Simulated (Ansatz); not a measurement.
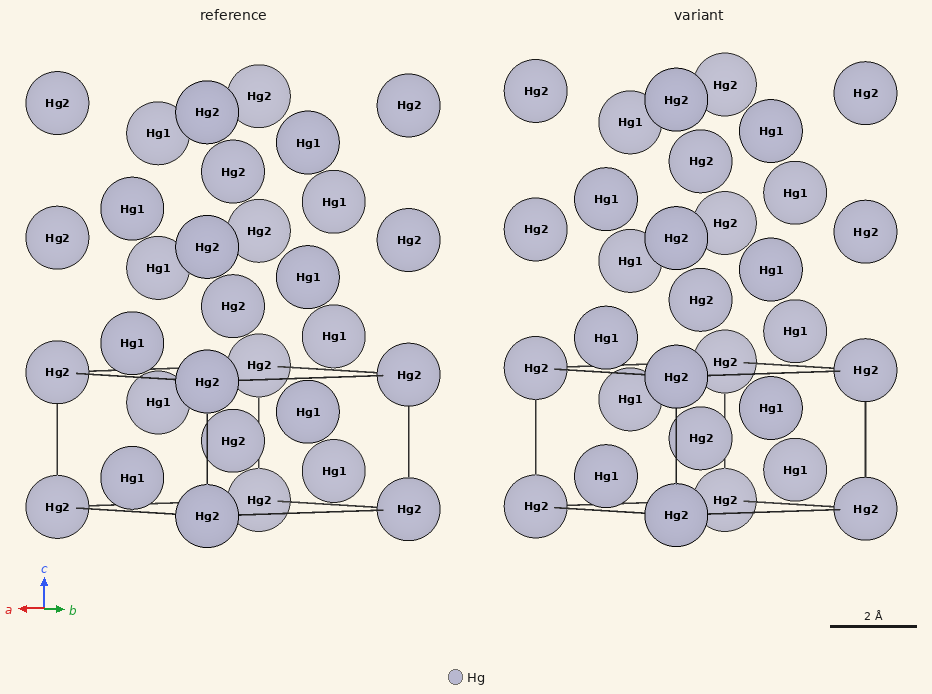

Left: a symmetric starting cell of Hg. Right: the same structure after one change, at the same scale. The picture is a spheres-only view of the conventional cell (2 times the calculation's cell), repeated 1 × 1 × 3 with one cell outlined, seen from a free direction. Lengths and directions refer to the drawn axes.

All numbers below come from DFT PBEsol, scalar-relativistic, plane waves, PAW in Ansatz 0.2.0. (plane-wave cutoff 420 eV; k-point mesh 16 × 16 × 16; occupations gaussian; smearing width 0.1 eV; no spin polarisation)

**Which change leads from the left to the right?**

The cell is strained by +2.9 % along c and −6.1 % across it (volume −9.3 %), the atoms keeping their fractional coordinates. No relaxation follows. The starting cell wasn't computed here and needn't be at equilibrium, so pressure and forces aren't due to the change alone.

**And its effect?**

Among the bonded contacts that change: Hg–Hg 3.033 → 2.867 Å, Hg–Hg 3.145 → 3.236 Å. The space group stays I4_1/amd (No. 141). The pressure is 1.5 GPa (not all of it need come from the change, since the unchanged cell can be under pressure at this level too). The principal stresses (compression positive) are −0.7 GPa along c and 2.7 GPa across it. All forces vanish by symmetry.
